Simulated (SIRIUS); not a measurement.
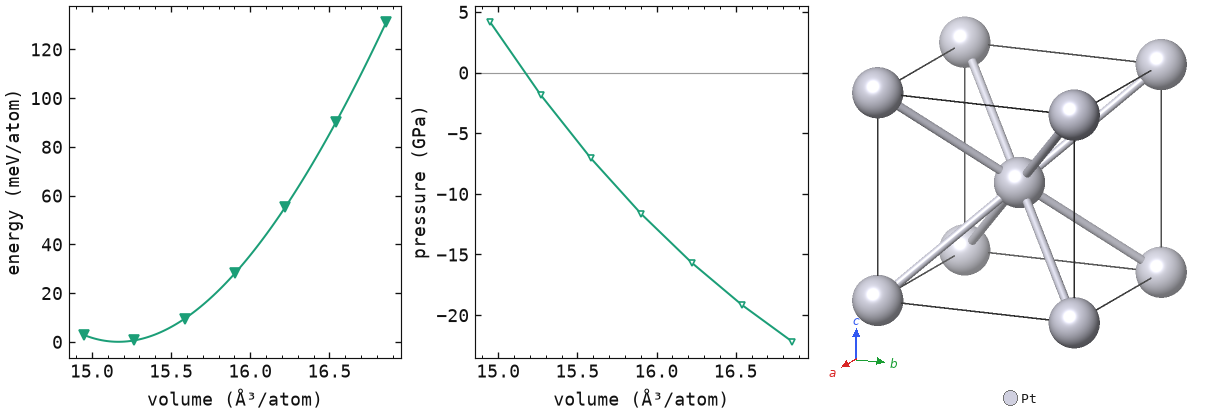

Method: plane-wave DFT, no spin polarisation; energies at scaled volumes of the given cell, shape and fractions fixed, counted from the fit's minimum, third-order Birch-Murnaghan fit (SIRIUS 7.10.0). Level: PBEsol.

k mesh 12×12×12; occupations Fermi–Dirac; smearing width 0.05 eV; potentials dojo sr pbesol 0.4.1 standard; wave cutoff 1152 eV; density cutoff 4606 eV.

Cell as given: a = 2.744 Å, b = 2.744 Å, c = 2.744 Å, α = 109.47°, β = 109.47°, γ = 109.47°; 1 atom.

Figure. Energy and pressure against volume for Pt, space group Im-3m (No. 229). The conventional cell is drawn beside the plot.

A third-order Birch–Murnaghan fit gives V0 = 15.17 Å³/atom, B0 = 279 GPa and B′ = 5.4. The energy is 3 meV/atom at volume 14.95 Å³/atom and 131 meV/atom at 16.86 Å³/atom; the lowest computed point is at volume 15.27 Å³/atom (1 meV/atom), in a single well. The pressure falls from 4.14 GPa at volume 14.95 Å³/atom to −22.20 GPa at 16.86 Å³/atom, and changes sign near 15.17 Å³/atom.

Caveats: spin-orbit coupling left out, heavy elements.
